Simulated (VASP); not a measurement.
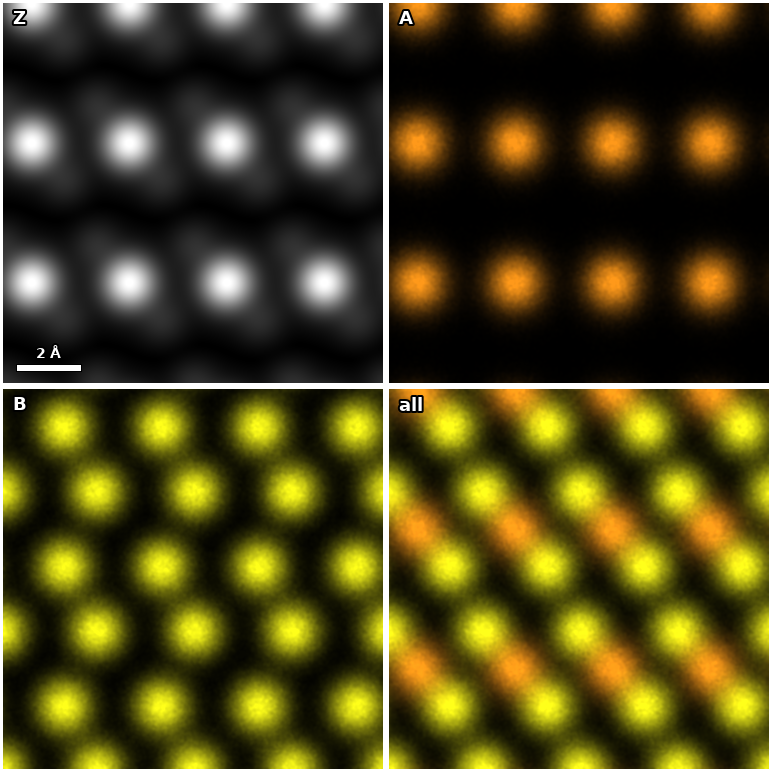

PtS2 (P-3m1, No. 164) along [100]. Panel Z: The image is simulated as a sum over atoms of Z^1.7, blurred by a 1.11 Å probe (no channelling). The probe carries 25 % of its weight in a tail 2.5 times as wide. The display is stretched by a gamma of 0.65; percentages refer to the linear signal. The other panels are simulated element maps (the number of atoms of one element along the beam, blurred by 1.4 Å, with counting noise; each on its own scale, no channelling); the last overlays them. Structure: the end point of a relaxation with VASP Kohn-Sham DFT of a periodic cell, PBEsol with D3(BJ), VASP PAW PBE potentials, recommended (VASP 6.6.1).

```cif
data_structure
_symmetry_space_group_name_H-M 'P-3m1'
_symmetry_Int_Tables_number 164
_cell_length_a 3.5566
_cell_length_b 3.5566
_cell_length_c 4.4072
_cell_angle_alpha 90.000
_cell_angle_beta 90.000
_cell_angle_gamma 120.000
_cell_volume 48.28
loop_
_atom_site_label
_atom_site_type_symbol
_atom_site_symmetry_multiplicity
_atom_site_Wyckoff_symbol
_atom_site_fract_x
_atom_site_fract_y
_atom_site_fract_z
_atom_site_occupancy
Pt1 Pt 1 a 0.00000 0.00000 0.00000 1
S1 S 2 d 0.66667 0.33333 0.73018 1
```

Q: Which element does each lettered map show?

A: Pt, B: S. The projected cell (3.08 × 4.41 Å, 90°) holds 3 columns: 2 of S and 1 of Pt. No column is shared by two of the mapped elements.
